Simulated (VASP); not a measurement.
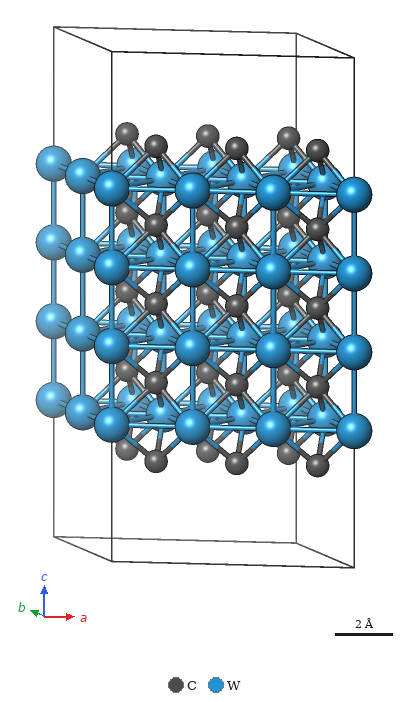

Fig. 1: The input geometry (ball-and-stick view of the 3 × 2 repeat of the cell, with the vacuum cut short, seen slightly off an axis).

# W₄C₅: workfunction calculation (part 1 of 2)

System: W₄C₅ (slab, 9 atoms in the cell).
Method: Kohn-Sham DFT of a periodic cell, PBE, VASP PAW PBE potentials, recommended, no spin polarisation (VASP 6.6.1).

The structure derives from an entry of the Crystallography Open Database. It belongs to a series of runs on one base structure; here: the (0 0 1) slab of WC, cut from the database cell, not relaxed.

## OSZICAR
```
N       E                     dE             d eps       ncg     rms          rms(c)
DAV:   1     0.896683038133E+03    0.89668E+03   -0.45466E+04  1632   0.167E+03
DAV:   2    -0.457475579775E+02   -0.94243E+03   -0.92655E+03  1647   0.505E+02
DAV:   3    -0.101786817204E+03   -0.56039E+02   -0.54278E+02  1814   0.118E+02
DAV:   4    -0.103970469102E+03   -0.21837E+01   -0.21720E+01  1784   0.234E+01
DAV:   5    -0.104051335015E+03   -0.80866E-01   -0.80784E-01  1875   0.450E+00    0.637E+01
DAV:   6    -0.977181910989E+02    0.63331E+01   -0.16493E+02  1817   0.434E+01    0.217E+01
DAV:   7    -0.113648211496E+03   -0.15930E+02   -0.19851E+02  2048   0.455E+01    0.237E+01
DAV:   8    -0.920046679014E+02    0.21644E+02   -0.12232E+02  2139   0.405E+01    0.114E+01
DAV:   9    -0.920220168599E+02   -0.17349E-01   -0.34658E+01  1762   0.197E+01    0.494E+00
DAV:  10    -0.918814989344E+02    0.14052E+00   -0.26318E+00  1731   0.750E+00    0.236E+00
DAV:  11    -0.918617293289E+02    0.19770E-01   -0.25103E-01  1830   0.202E+00    0.150E+00
DAV:  12    -0.918304261058E+02    0.31303E-01   -0.12511E-01  1768   0.142E+00    0.646E-01
DAV:  13    -0.918276730957E+02    0.27530E-02   -0.26546E-02  1734   0.849E-01    0.228E-01
DAV:  14    -0.918267750361E+02    0.89806E-03   -0.77645E-03  1944   0.360E-01    0.139E-01
DAV:  15    -0.918262964435E+02    0.47859E-03   -0.22585E-03  1832   0.179E-01    0.537E-02
DAV:  16    -0.918263119710E+02   -0.15528E-04   -0.10440E-03  1712   0.124E-01    0.377E-02
DAV:  17    -0.918263562417E+02   -0.44271E-04   -0.41959E-04  1707   0.838E-02    0.236E-02
DAV:  18    -0.918264391192E+02   -0.82877E-04   -0.11073E-04  1664   0.352E-02    0.201E-02
DAV:  19    -0.918265030312E+02   -0.63912E-04   -0.11097E-04  1496   0.357E-02    0.160E-02
DAV:  20    -0.918265722747E+02   -0.69243E-04   -0.60694E-05  1473   0.281E-02    0.566E-03
DAV:  21    -0.918265841713E+02   -0.11897E-04   -0.10620E-05  1512   0.125E-02    0.436E-03
DAV:  22    -0.918266250395E+02   -0.40868E-04   -0.34743E-06  1340   0.670E-03    0.481E-03
DAV:  23    -0.918266562839E+02   -0.31244E-04   -0.47970E-06  1345   0.730E-03    0.258E-03
DAV:  24    -0.918266785293E+02   -0.22245E-04   -0.21159E-06  1204   0.457E-03    0.132E-03
DAV:  25    -0.918266893440E+02   -0.10815E-04   -0.72424E-07  1060   0.313E-03    0.893E-04
DAV:  26    -0.918266968495E+02   -0.75055E-05   -0.59139E-07  1087   0.229E-03    0.526E-04
DAV:  27    -0.918266985763E+02   -0.17268E-05   -0.90777E-08   975   0.956E-04    0.289E-04
DAV:  28    -0.918266991359E+02   -0.55961E-06   -0.38037E-08   911   0.678E-04
   1 F= -.91826699E+02 E0= -.91825095E+02  d E =-.320878E-02
```

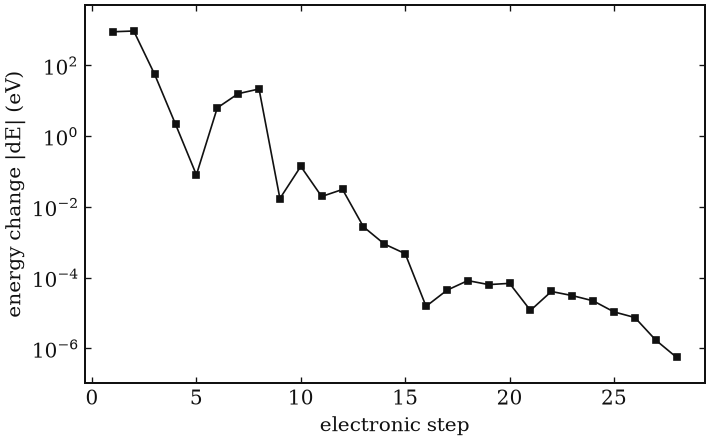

Fig. 2: Convergence of the self-consistent field: energy change |dE| against the electronic step. It takes 28 electronic steps. The density is held fixed in the first few steps, and dE rises again when its update begins.

## Parts of OUTCAR
```
SYSTEM = W4C5
   PREC = Accurate
   ENCUT = 520
   EDIFF = 1E-6
   ISMEAR = 0
   LREAL = .FALSE.
   LASPH = .TRUE.
   NELM = 60
   ISIF = 2
   GGA = PE

 ion  position               nearest neighbor table
   1  0.667  0.333  0.285-   6 2.19   6 2.19   6 2.19
   2  0.667  0.333  0.392-   7 2.19   6 2.19   7 2.19   7 2.19   6 2.19   6 2.19
   3  0.667  0.333  0.500-   7 2.19   8 2.19   7 2.19   8 2.19   7 2.19   8 2.19
   4  0.667  0.333  0.608-   8 2.19   9 2.19   8 2.19   8 2.19   9 2.19   9 2.19
   5  0.667  0.333  0.715-   9 2.19   9 2.19   9 2.19
   6  0.000  0.000  0.339-   1 2.19   2 2.19   1 2.19   1 2.19   2 2.19   2 2.19   7 2.83
   7  0.000  0.000  0.446-   2 2.19   3 2.19   2 2.19   3 2.19   2 2.19   3 2.19   8 2.83   6 2.83

   8  0.000  0.000  0.554-   3 2.19   4 2.19   3 2.19   4 2.19   3 2.19   4 2.19   7 2.83   9 2.83

   9  0.000  0.000  0.661-   5 2.19   4 2.19   5 2.19   5 2.19   4 2.19   4 2.19   8 2.83

  LATTYP: Found a hexagonal cell.
 ALAT       =     2.9005014360
 C/A-ratio  =     9.0729139705

  Lattice vectors:

 A1 = (   2.9005014360,   0.0000000000,   0.0000000000)
 A2 = (  -1.4502507180,   2.5119079273,   0.0000000000)
 A3 = (   0.0000000000,   0.0000000000,  26.3160000000)

Analysis of symmetry for initial positions (statically):
=====================================================================
 Subroutine PRICEL returns:
 Original cell was already a primitive cell.

 Routine SETGRP: Setting up the symmetry group for a
 hexagonal supercell.

 Subroutine GETGRP returns: Found 12 space group operations
 (whereof 12 operations were pure point group operations)
 out of a pool of 24 trial point group operations.

The static configuration has the point symmetry D_3h.

Analysis of symmetry for dynamics (positions and initial velocities):
=====================================================================
 Subroutine PRICEL returns:
 Original cell was already a primitive cell.

 Routine SETGRP: Setting up the symmetry group for a
 hexagonal supercell.

 Subroutine GETGRP returns: Found 12 space group operations
 (whereof 12 operations were pure point group operations)
 out of a pool of 24 trial point group operations.

The dynamic configuration has the point symmetry D_3h.

 Subroutine INISYM returns: Found 12 space group operations
 (whereof 12 operations are pure point group operations),
 and found     1 'primitive' translations

----------------------------------------------------------------------------------------

                                     Primitive cell

  volume of cell :     191.7329

  direct lattice vectors                    reciprocal lattice vectors
     2.900501436  0.000000000  0.000000000     0.344767973  0.199051882  0.000000000
    -1.450250718  2.511907927  0.000000000     0.000000000  0.398103764  0.000000000
     0.000000000  0.000000000 26.316000000     0.000000000  0.000000000  0.037999696

  length of vectors
     2.900501436  2.900501436 26.316000000     0.398103764  0.398103764  0.037999696

  position of ions in fractional coordinates (direct lattice)
     0.666666667  0.333333333  0.284997720
     0.666666667  0.333333333  0.392498860
     0.666666667  0.333333333  0.500000000
     0.666666667  0.333333333  0.607501140
     0.666666667  0.333333333  0.715002280
     0.000000000  0.000000000  0.338748290
     0.000000000  0.000000000  0.446249430
     0.000000000  0.000000000  0.553750570
     0.000000000  0.000000000  0.661251710

  ion indices of the primitive-cell ions
   primitive index   ion index
                 1           1
                 2           2
                 3           3
                 4           4
                 5           5
                 6           6
                 7           7
                 8           8
                 9           9

----------------------------------------------------------------------------------------

 KPOINTS: regular mesh

Automatic generation of k-mesh.
 Grid dimensions read from file:
 generate k-points for:   11   11    1

 Generating k-lattice:

  Cartesian coordinates                     Fractional coordinates (reciprocal lattice)
     0.031342543  0.018095626  0.000000000     0.090909091 -0.000000000  0.000000000
     0.000000000  0.036191251  0.000000000     0.000000000  0.090909091  0.000000000
     0.000000000  0.000000000  0.037999696     0.000000000  0.000000000  1.000000000

  Length of vectors
     0.036191251  0.036191251  0.037999696

  Shift w.r.t. Gamma in fractional coordinates (k-lattice)
     0.000000000  0.000000000  0.000000000

 Subroutine IBZKPT returns following result:
 ===========================================

 Found     16 irreducible k-points:

 Following reciprocal coordinates:
            Coordinates               Weight
  0.000000  0.000000  0.000000      1.000000
  0.090909  0.000000  0.000000      6.000000
  0.181818  0.000000  0.000000      6.000000
  0.272727 -0.000000  0.000000      6.000000
  0.363636  0.000000  0.000000      6.000000
  0.454545  0.000000  0.000000      6.000000
  0.090909  0.090909  0.000000      6.000000
  0.181818  0.090909  0.000000     12.000000
  0.272727  0.090909  0.000000     12.000000
  0.363636  0.090909  0.000000     12.000000
  0.454545  0.090909  0.000000      6.000000
  0.181818  0.181818  0.000000      6.000000
  0.272727  0.181818  0.000000     12.000000
  0.363636  0.181818  0.000000     12.000000
  0.272727  0.272727  0.000000      6.000000
  0.363636  0.272727  0.000000      6.000000
   k-points           NKPTS =     16   k-points in BZ     NKDIM =     16   number of bands    NBANDS=     45
   number of dos      NEDOS =    301   number of ions     NIONS =      9
   total plane-waves  NPLWV = 112896
   dimension x,y,z NGX =    24 NGY =   24 NGZ =  196
   dimension x,y,z NGXF=    48 NGYF=   48 NGZF=  392
   ions per type =               5   4
   NGX,Y,Z   is equivalent  to a cutoff of  13.76, 13.76, 12.38 a.u.
   NGXF,Y,Z  is equivalent  to a cutoff of  27.51, 27.51, 24.76 a.u.
 SYSTEM =  W4C5
   PREC   = accura    normal or accurate (medium, high low for compatibility)
   ISTART =      0    job   : 0-new  1-cont  2-samecut
   ICHARG =      2    charge: 1-file 2-atom 10-const
   ISPIN  =      1    spin polarized calculation?
   LNONCOLLINEAR =      F non collinear calculations
   LSORBIT =      F    spin-orbit coupling
   LASPH  =      T    aspherical Exc in radial PAW
   ENCUT  =  520.0 eV  38.22 Ry    6.18 a.u.   5.39  5.39 48.93*2*pi/ulx,y,z
   NELM   =     60;   NELMIN=  2; NELMDL= -5     # of ELM steps
   EDIFF  = 0.1E-05   stopping-criterion for ELM
   LREAL  =      F    real-space projection
   EDIFFG = 0.1E-04   stopping-criterion for IOM
   NSW    =      0    number of steps for IOM
   IBRION =     -1    ionic relax: 0-MD 1-quasi-New 2-CG
   NFREE  =      0    steps in history (QN), initial steepest desc. (CG)
   ISIF   =      2    stress and relaxation
   ISYM   =      2    0-nonsym 1-usesym 2-fastsym
   POTIM  = 0.5000    time-step for ionic-motion
   TEBEG  =    0.0;   TEEND  =   0.0 temperature during run
   PSTRESS=    0.0 pullay stress
   NELECT =      76.0000    total number of electrons
   NUPDOWN=      -1.0000    fix difference up-down
   EMIN   =  10.00;   EMAX   =-10.00  energy-range for DOS
   EFERMI =   0.00;   METHOD = LEGACY
   ISMEAR =     0;   SIGMA  =   0.05  broadening in eV -4-tet -1-fermi 0-gaus
   EFERMI_NEDOS =   21; number of points for ismear=-14 and -15
   IALGO  =     38    algorithm
   IMIX   =      4    mixing-type and parameters
     AMIX     =   0.40;   BMIX     =  1.00
     AMIX_MAG =   1.60;   BMIX_MAG =  1.00
  volume/ion in A,a.u.               =      21.30       143.76
  Fermi-wavevector in a.u.,A,eV,Ry     =   1.202580  2.272546 19.676711  1.446197
  Thomas-Fermi vector in A             =   2.338357
   LORBIT       =      0    0 simple, 1 ext, 2 COOP (PROOUT), +10 PAW based schemes
   GGA     = PE    functional components
   LHFCALC =     F    Hartree Fock is set to
   AEXX    =    0.0000 exact exchange contribution
   IVDW    =     0    specifies the selected vdW correction
   LEPSILON=     F    determine dielectric tensor
   LRPA    =     F    only Hartree local field effects (RPA)
 non-spin polarized calculation
 Gauss-broadening in eV      SIGMA  =   0.05
  energy-cutoff  :      520.00
  volume of cell :      191.73
 maximum number of plane-waves:      5269
 NGX is ok and might be reduce to    24
   NGX = 11   NGY = 11   NGZ = 97

 number of electron      75.9999994 magnetization

 dipolmoment           0.000000      0.000000     -0.000000 electrons x Angstroem

 Free energy of the ion-electron system (eV)
  ---------------------------------------------------
  ext. energy  EPLUGINS =         0.00000000
  ---------------------------------------------------
  free energy    TOTEN  =       -91.82669914 eV

  energy without entropy =      -91.82349036  energy(sigma->0) =      -91.82509475

 E-fermi :   1.7138     XC(G=0):  -7.1498     alpha+bet : -8.6401

 val. band max:        1.6431217208   @ k =   0.3636   0.0909   0.0000
 cond. band min:       1.7302090799   @ k =   0.0000   0.0000   0.0000
 fundamental gap:      0.0870873591
 Fermi energy:         1.7137770751

 k-point     1 :       0.0000    0.0000    0.0000
  band No.  band energies     occupation
      1     -72.2603      2.00000
      2     -72.2392      2.00000
      3     -72.0738      2.00000
      4     -72.0737      2.00000
      5     -36.8882      2.00000
      6     -36.6111      2.00000
      7     -36.3229      2.00000
      8     -36.2179      2.00000
      9     -36.1444      2.00000
     10     -36.1444      2.00000
     11     -36.1100      2.00000
     12     -36.1100      2.00000
     13     -35.9567      2.00000
     14     -35.9567      2.00000
     15     -35.9563      2.00000
     16     -35.9563      2.00000
     17     -12.5510      2.00000
     18     -11.7456      2.00000
     19     -10.5497      2.00000
     20      -9.0491      2.00000
     21      -8.3073      2.00000
     22      -5.8634      2.00000
     23      -4.3735      2.00000
     24      -3.1971      2.00000
     25      -2.6939      2.00000
     26      -1.5445      2.00000
     27      -1.5445      2.00000
     28      -1.1468      2.00000
     29      -1.1468      2.00000
     30      -0.6417      2.00000
     31      -0.6417      2.00000
     32       0.4543      2.00000
     33       0.4543      2.00000
     34       0.5208      2.00000
     35       0.5208      2.00000
     36       1.7302      0.64210
     37       1.7302      0.64210
     38       1.7692      0.11704
     39       1.8300      0.00101
     40       2.3913      0.00000
     41       2.9274      0.00000
     42       2.9274      0.00000
     43       3.6429      0.00000
     44       4.2326      0.00000
     45       4.2326      0.00000
```
